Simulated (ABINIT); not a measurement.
**Run report: Bi2Te3, G0W0 calculation (part 2 of 3)**

Continued. System: Bi2Te3 (5 atoms in the cell). Method: Kohn-Sham DFT of a periodic cell, LDA, HGH LDA, G0W0, no spin polarisation (ABINIT 10.8.3); cutoff 380.96 eV, 4×4×4 k-mesh, fixed occupations. The structure derives from an entry of the Crystallography Open Database.

Geometry of the input (Å; fractional positions):
```
2.1930  1.2661  10.1657
-2.1930  1.2661  10.1657
0.0000  -2.5323  10.1657
Bi 0.6000  0.6000  0.6000
Bi 0.4000  0.4000  0.4000
Te 0.7905  0.7905  0.7905
Te 0.2095  0.2095  0.2095
Te 0.0000  0.0000  0.0000
```

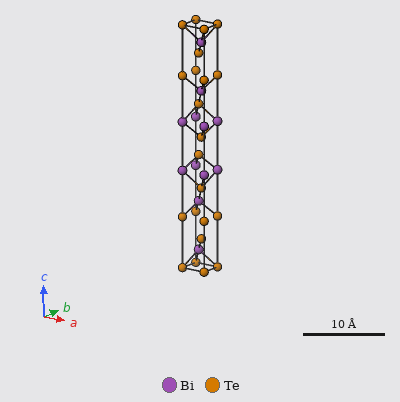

**Figure 1.** The structure as given in the input (ball-and-stick view of the cell 3 times as large as that of the calculation, set on its symmetry axes, seen slightly off an axis). An atom can appear more than once, as a periodic image.

## Log, continued
```
 ETOT 44  -36.000395652751    -2.614E-11 3.324E-10 3.494E-08
 ETOT 45  -36.000395652770    -1.880E-11 1.133E-10 2.671E-08
 ETOT 46  -36.000395652781    -1.062E-11 1.454E-10 5.486E-08
 ETOT 47  -36.000395652788    -7.518E-12 4.942E-11 2.869E-08
 ETOT 48  -36.000395652793    -5.173E-12 6.331E-11 2.181E-08
 ETOT 49  -36.000395652797    -3.816E-12 2.159E-11 2.249E-08
 ETOT 50  -36.000395652800    -2.608E-12 2.761E-11 1.607E-08
 ETOT 51  -36.000395652801    -9.450E-13 9.517E-12 5.721E-10
 ETOT 52  -36.000395652801    -7.532E-13 1.195E-11 4.760E-11
 ETOT 53  -36.000395652802    -6.466E-13 4.169E-12 1.070E-10
 ETOT 54  -36.000395652803    -7.816E-13 5.223E-12 5.094E-12
 ETOT 55  -36.000395652802     1.094E-12 1.829E-12 2.651E-13

 At SCF step   55       vres2   =  2.65E-13 < tolvrs=  1.00E-12 =>converged.

 Cartesian components of stress tensor (hartree/bohr^3)
  sigma(1 1)=  6.80857109E-05  sigma(3 2)=  1.36710011E-14
  sigma(2 2)=  6.80857109E-05  sigma(3 1)=  0.00000000E+00
  sigma(3 3)=  8.82412531E-05  sigma(2 1)=  0.00000000E+00

--- !ResultsGS
iteration_state: {dtset: 1, }
comment   : Summary of ground state results
lattice_vectors:
- [  4.1441694,   2.3926373,  19.2103259, ]
- [ -4.1441694,   2.3926373,  19.2103259, ]
- [  0.0000000,  -4.7852746,  19.2103259, ]
lattice_lengths: [  19.79736,   19.79736,   19.79736, ]
lattice_angles: [ 24.166,  24.166,  24.166, ] # degrees, (23, 13, 12)
lattice_volume:   1.1428793E+03
convergence: {deltae:  1.094E-12, res2:  2.651E-13, residm:  1.829E-12, diffor: null, }
etotal    :  -3.60003957E+01
entropy   :   0.00000000E+00
fermie    :   3.88717512E-02
cartesian_stress_tensor: # hartree/bohr^3
- [  6.80857109E-05,   0.00000000E+00,   0.00000000E+00, ]
- [  0.00000000E+00,   6.80857109E-05,   1.36710011E-14, ]
- [  0.00000000E+00,   1.36710011E-14,   8.82412531E-05, ]
pressure_GPa:  -2.2008E+00
xred      :
- [  6.0000E-01,   6.0000E-01,   6.0000E-01, Bi]
- [  4.0000E-01,   4.0000E-01,   4.0000E-01, Bi]
- [  7.9050E-01,   7.9050E-01,   7.9050E-01, Te]
- [  2.0950E-01,   2.0950E-01,   2.0950E-01, Te]
- [  0.0000E+00,   0.0000E+00,   0.0000E+00, Te]
cartesian_forces: # hartree/bohr
- [  1.23179595E-19,   9.74413756E-19,  -1.17775905E-03, ]
- [ -1.23179595E-19,   3.78967497E-19,   1.17775905E-03, ]
- [  2.46061723E-18,   2.02623540E-18,  -4.26487416E-03, ]
- [ -2.46061723E-18,  -3.57295684E-18,   4.26487416E-03, ]
- [ -0.00000000E+00,   1.93340179E-19,  -0.00000000E+00, ]
force_length_stats: {min:   1.93340179E-19, max:   4.26487416E-03, mean:   2.17705328E-03, }
...

 Integrated electronic density in atomic spheres:
 ------------------------------------------------
 Atom  Sphere_radius  Integrated_density
    1        2.00000          1.40317572
    2        2.00000          1.40317572
    3        2.00000          2.14220711
    4        2.00000          2.14220711
    5        2.00000          2.16376909
================================================================================

 ----iterations are completed or convergence reached----

 Mean square residual over all n,k,spin=   10.048E-15; max=  18.286E-13
 reduced coordinates (array xred) for    5 atoms
       0.600000000000      0.600000000000      0.600000000000
       0.400000000000      0.400000000000      0.400000000000
       0.790500000000      0.790500000000      0.790500000000
       0.209500000000      0.209500000000      0.209500000000
       0.000000000000      0.000000000000      0.000000000000
 rms dE/dt=  5.3756E-02; max dE/dt=  8.1930E-02; dE/dt below (all hartree)
    1       0.022625135138      0.022625135138      0.022625135138
    2      -0.022625135138     -0.022625135138     -0.022625135138
    3       0.081929622506      0.081929622506      0.081929622506
    4      -0.081929622506     -0.081929622506     -0.081929622506
    5       0.000000000000      0.000000000000      0.000000000000

 cartesian coordinates (angstrom) at end:
    1     -0.00000000000000    -0.00000000006000    18.29820000006000
    2      0.00000000000000    -0.00000000004000    12.19880000004000
    3     -0.00000000000000    -0.00000000007905    24.10787850007904
    4      0.00000000000000    -0.00000000002095     6.38912150002095
    5      0.00000000000000     0.00000000000000     0.00000000000000

 cartesian forces (hartree/bohr) at end:
    1      0.00000000000000     0.00000000000000    -0.00117775904849
    2     -0.00000000000000     0.00000000000000     0.00117775904849
    3      0.00000000000000     0.00000000000000    -0.00426487416123
    4     -0.00000000000000    -0.00000000000000     0.00426487416123
    5     -0.00000000000000     0.00000000000000    -0.00000000000000
 frms,max,avg= 1.6156018E-03 4.2648742E-03   0.000E+00  0.000E+00  0.000E+00 h/b

 cartesian forces (eV/Angstrom) at end:
    1      0.00000000000000     0.00000000000000    -0.06056280530358
    2     -0.00000000000000     0.00000000000000     0.06056280530358
    3      0.00000000000000     0.00000000000000    -0.21930864704535
    4     -0.00000000000000    -0.00000000000000     0.21930864704535
    5     -0.00000000000000     0.00000000000000    -0.00000000000000
 frms,max,avg= 8.3077583E-02 2.1930865E-01   0.000E+00  0.000E+00  0.000E+00 e/A
 length scales=  1.889726125908  1.889726125908  1.889726125908 bohr
              =  1.000000000000  1.000000000000  1.000000000000 angstroms
 Fermi (or HOMO) energy (hartree) =   0.03887   Average Vxc (hartree)=  -0.31444
 Eigenvalues (hartree) for nkpt=  13  k points:
 kpt#   1, nband= 14, wtk=  0.01563, kpt=  0.0000  0.0000  0.0000 (reduced coord)
  -0.45247   -0.42631   -0.38157   -0.29164   -0.27484   -0.04718   -0.03797   -0.02400
  -0.02400   -0.02389   -0.02389    0.00739    0.00739    0.03887
 prteigrs : prtvol=0 or 1, do not print more k-points.

--- !EnergyTerms
iteration_state     : {dtset: 1, }
comment             : Components of total free energy in Hartree
kinetic             :  1.07171907333612E+01
hartree             :  2.09792367382730E+00
xc                  : -8.06253245348013E+00
Ewald energy        : -3.64335286702752E+01
psp_core            :  4.68678910025711E+00
local_psp           : -9.45467008858953E+00
non_local_psp       :  4.48432052097401E-01
total_energy        : -3.60003956528018E+01
total_energy_eV     : -9.79620671116525E+02
band_energy         : -4.60807323531668E+00
...

 Cartesian components of stress tensor (hartree/bohr^3)
  sigma(1 1)=  6.80857109E-05  sigma(3 2)=  1.36710011E-14
  sigma(2 2)=  6.80857109E-05  sigma(3 1)=  0.00000000E+00
  sigma(3 3)=  8.82412531E-05  sigma(2 1)=  0.00000000E+00

-Cartesian components of stress tensor (GPa)         [Pressure= -2.2008E+00 GPa]
- sigma(1 1)=  2.00315077E+00  sigma(3 2)=  4.02214740E-10
- sigma(2 2)=  2.00315077E+00  sigma(3 1)=  0.00000000E+00
- sigma(3 3)=  2.59614730E+00  sigma(2 1)=  0.00000000E+00

================================================================================
== DATASET  2 ==================================================================

--- !DatasetInfo
iteration_state: {dtset: 2, }
dimensions: {natom: 5, nkpt: 13, mband: 207, nsppol: 1, nspinor: 1, nspden: 1, mpw: 2874, }
cutoff_energies: {ecut:  14.0, pawecutdg:  -1.0, }
electrons: {nelect:   2.80000000E+01, charge:   0.00000000E+00, occopt:   1.00000000E+00, tsmear:   1.00000000E-02, }
meta: {optdriver: 0, ionmov: 0, optcell: 0, iscf: -2, paral_kgb: 0, }
...

 mkfilename : getden/=0, take file _DEN from output of DATASET   1.

 Exchange-correlation functional for the present dataset will be:
  LDA: Perdew-Wang 92 LSD fit to Ceperley-Alder data - ixc=7
  J.P.Perdew and Y.Wang, PRB 45, 13244 (1992)

 Real(R)+Recip(G) space primitive vectors, cartesian coordinates (Bohr,Bohr^-1):
 R(1)=  4.1441694  2.3926373 19.2103259  G(1)=  0.1206514  0.0696581  0.0173518
 R(2)= -4.1441694  2.3926373 19.2103259  G(2)= -0.1206514  0.0696581  0.0173518
 R(3)=  0.0000000 -4.7852746 19.2103259  G(3)=  0.0000000 -0.1393163  0.0173518
 Unit cell volume ucvol=  1.1428793E+03 bohr^3
 Angles (23,13,12)=  2.41661116E+01  2.41661116E+01  2.41661116E+01 degrees

 getcut: wavevector=  0.0000  0.0000  0.0000  ngfft=  72  72  72
         ecut(hartree)=     14.000   => boxcut(ratio)=   2.15938
--------------------------------------------------------------------------------

================================================================================
 Non-SCF case, kpt    1 (  0.00000  0.00000  0.00000), residuals and eigenvalues=
  9.08E-14  5.25E-14  4.83E-14  6.67E-13  6.30E-13  5.14E-13  9.88E-13  9.00E-13
  1.24E-13  1.04E-13  7.58E-14  8.35E-13  5.44E-13  6.41E-13  1.69E-13  2.02E-13
  2.36E-13  2.02E-13  1.34E-13  3.32E-13  2.87E-13  2.31E-13  4.57E-13  8.93E-13
  3.39E-13  1.19E-13  2.49E-13  6.91E-13  4.08E-13  2.31E-13  3.47E-13  6.22E-13
  8.72E-13  2.51E-13  7.40E-13  7.17E-13  7.13E-13  1.80E-13  4.46E-13  2.41E-13
  3.20E-13  8.00E-13  7.24E-13  8.27E-13  9.87E-13  5.00E-13  2.32E-13  2.47E-13
  1.01E-13  6.77E-13  6.11E-13  2.46E-13  2.56E-13  7.16E-13  1.56E-13  5.06E-13
  4.34E-13  8.96E-13  2.84E-13  5.95E-13  7.55E-13  7.10E-13  2.26E-13  4.97E-13
  4.47E-13  2.52E-13  3.77E-13  2.75E-13  3.19E-13  4.70E-13  6.95E-13  6.08E-13
  7.16E-13  7.04E-13  3.71E-13  7.15E-14  5.94E-13  6.40E-13  6.87E-13  3.92E-13
  4.75E-13  4.87E-13  3.05E-13  8.41E-13  3.83E-13  1.65E-13  3.18E-13  3.60E-13
  4.61E-13  3.72E-13  9.14E-14  2.25E-13  2.88E-13  8.77E-14  4.62E-14  4.79E-13
  5.65E-13  5.34E-14  3.05E-13  5.21E-13  1.28E-13  1.21E-13  6.34E-13  2.59E-13
  3.17E-13  4.98E-13  3.05E-13  1.50E-13  7.11E-13  2.06E-13  9.23E-14  1.25E-13
  1.31E-13  1.02E-13  9.51E-13  1.07E-13  1.59E-13  1.35E-13  1.59E-13  1.47E-13
  2.20E-13  1.99E-13  1.86E-13  1.70E-13  1.97E-13  2.16E-13  1.52E-13  4.01E-13
  7.83E-13  1.57E-13  4.72E-13  4.50E-13  3.28E-13  4.95E-13  4.95E-13  2.28E-13
  4.00E-13  2.60E-13  5.82E-13  1.40E-13  1.55E-13  6.19E-13  2.24E-13  2.17E-13
  7.27E-13  2.75E-13  3.08E-13  1.43E-13  4.35E-13  3.78E-13  7.15E-13  6.99E-13
  8.19E-13  4.91E-13  2.87E-13  2.59E-13  3.66E-13  3.89E-13  6.77E-13  8.91E-13
  5.63E-13  4.09E-13  1.83E-13  8.77E-13  5.03E-13  4.99E-13  9.84E-13  6.63E-13
  5.02E-13  4.49E-13  3.52E-13  9.47E-13  3.80E-13  7.39E-13  7.52E-13  5.03E-13
  4.27E-13  8.77E-13  5.45E-13  8.22E-13  6.67E-13  5.81E-13  9.72E-13  6.09E-13
  4.00E-13  2.61E-13  9.19E-13  9.13E-13  5.14E-13  7.98E-12  3.01E-11  4.57E-11
  9.71E-10  1.88E-10  1.59E-09  8.90E-10  2.87E-08  8.14E-09  1.04E-08  4.21E-09
  6.73E-08  7.10E-09  8.34E-08  2.16E-08  3.57E-08  2.43E-05  2.10E-04
 -4.5247E-01 -4.2631E-01 -3.8157E-01 -2.9164E-01 -2.7484E-01 -4.7176E-02
 -3.7967E-02 -2.4005E-02 -2.4005E-02 -2.3892E-02 -2.3892E-02  7.3946E-03
  7.3946E-03  3.8872E-02  4.7061E-02  6.0887E-02  6.0887E-02  1.1194E-01
  1.1612E-01  1.1612E-01  2.1949E-01  2.3706E-01  2.6130E-01  2.6130E-01
  2.7291E-01  2.7385E-01  2.7385E-01  3.0487E-01  3.0487E-01  3.3691E-01
  3.5003E-01  3.5527E-01  3.9280E-01  4.0823E-01  4.0823E-01  4.2776E-01
  4.2776E-01  4.6601E-01  4.6601E-01  4.8267E-01  4.9655E-01  4.9655E-01
  5.4091E-01  6.3762E-01  6.4687E-01  6.7956E-01  6.9566E-01  6.9566E-01
  7.1435E-01  7.1435E-01  7.3241E-01  7.8222E-01  7.8222E-01  7.9460E-01
  7.9460E-01  8.4338E-01  8.4413E-01  8.4506E-01  8.4506E-01  8.4640E-01
  8.7647E-01  8.8586E-01  8.8586E-01  8.9289E-01  8.9289E-01  9.1857E-01
  9.1857E-01  9.2283E-01  9.2283E-01  9.2691E-01  9.2901E-01  9.2901E-01
  9.6434E-01  9.6455E-01  9.8523E-01  1.0571E+00  1.0670E+00  1.0670E+00
  1.0673E+00  1.0717E+00  1.0717E+00  1.0720E+00  1.0753E+00  1.0789E+00
  1.0826E+00  1.0826E+00  1.0869E+00  1.0869E+00  1.1119E+00  1.1119E+00
  1.1174E+00  1.1230E+00  1.1230E+00  1.1560E+00  1.1560E+00  1.1594E+00
  1.1737E+00  1.1737E+00  1.1815E+00  1.2438E+00  1.2445E+00  1.2604E+00
  1.2623E+00  1.2863E+00  1.2863E+00  1.2869E+00  1.2869E+00  1.2926E+00
  1.3015E+00  1.3015E+00  1.3031E+00  1.3031E+00  1.3081E+00  1.3098E+00
  1.3098E+00  1.3207E+00  1.3207E+00  1.3308E+00  1.3415E+00  1.3421E+00
  1.3421E+00  1.3421E+00  1.3462E+00  1.3462E+00  1.3944E+00  1.4105E+00
  1.4105E+00  1.4411E+00  1.4411E+00  1.4475E+00  1.4572E+00  1.4684E+00
  1.4684E+00  1.4783E+00  1.4799E+00  1.4799E+00  1.4862E+00  1.4862E+00
  1.4933E+00  1.4933E+00  1.5071E+00  1.5533E+00  1.5542E+00  1.5871E+00
  1.5871E+00  1.6017E+00  1.6017E+00  1.6199E+00  1.6210E+00  1.6464E+00
  1.6464E+00  1.6478E+00  1.6478E+00  1.6639E+00  1.6704E+00  1.6704E+00
  1.6763E+00  1.6763E+00  1.6830E+00  1.7001E+00  1.7001E+00  1.7053E+00
  1.7073E+00  1.7085E+00  1.7085E+00  1.7145E+00  1.7217E+00  1.7845E+00
  1.7845E+00  1.7934E+00  1.7934E+00  1.7952E+00  1.8306E+00  1.8396E+00
  1.8616E+00  1.8987E+00  1.8987E+00  1.8994E+00  1.8994E+00  1.9085E+00
  1.9365E+00  1.9812E+00  1.9812E+00  1.9816E+00  1.9816E+00  1.9899E+00
  1.9948E+00  2.1079E+00  2.1079E+00  2.1318E+00  2.1318E+00  2.1516E+00
  2.1516E+00  2.1569E+00  2.1569E+00  2.1661E+00  2.1661E+00  2.1687E+00
  2.1688E+00  2.1792E+00  2.1792E+00  2.1812E+00  2.1812E+00  2.1877E+00
  2.1877E+00  2.2220E+00  2.2410E+00
 prteigrs : prtvol=0 or 1, do not print more k-points.

--- !ResultsGS
iteration_state: {dtset: 2, }
comment   : Summary of ground state results
lattice_vectors:
- [  4.1441694,   2.3926373,  19.2103259, ]
- [ -4.1441694,   2.3926373,  19.2103259, ]
- [  0.0000000,  -4.7852746,  19.2103259, ]
lattice_lengths: [  19.79736,   19.79736,   19.79736, ]
lattice_angles: [ 24.166,  24.166,  24.166, ] # degrees, (23, 13, 12)
lattice_volume:   1.1428793E+03
convergence: {deltae:  0.000E+00, res2:  0.000E+00, residm:  9.982E-13, diffor:  0.000E+00, }
etotal    :  -3.60003957E+01
entropy   :   0.00000000E+00
fermie    :   3.88717512E-02
cartesian_stress_tensor: null
pressure_GPa: null
xred      :
- [  6.0000E-01,   6.0000E-01,   6.0000E-01, Bi]
- [  4.0000E-01,   4.0000E-01,   4.0000E-01, Bi]
- [  7.9050E-01,   7.9050E-01,   7.9050E-01, Te]
- [  2.0950E-01,   2.0950E-01,   2.0950E-01, Te]
- [  0.0000E+00,   0.0000E+00,   0.0000E+00, Te]
cartesian_forces: null
force_length_stats: {min: null, max: null, mean: null, }
...

 Integrated electronic density in atomic spheres:
 ------------------------------------------------
 Atom  Sphere_radius  Integrated_density
    1        2.00000          1.40317572
    2        2.00000          1.40317572
    3        2.00000          2.14220711
    4        2.00000          2.14220711
    5        2.00000          2.16376909
================================================================================

 ----iterations are completed or convergence reached----

 Mean square residual over all n,k,spin=   45.743E-14; max=  99.819E-14
 reduced coordinates (array xred) for    5 atoms
       0.600000000000      0.600000000000      0.600000000000
       0.400000000000      0.400000000000      0.400000000000
       0.790500000000      0.790500000000      0.790500000000
       0.209500000000      0.209500000000      0.209500000000
       0.000000000000      0.000000000000      0.000000000000
```
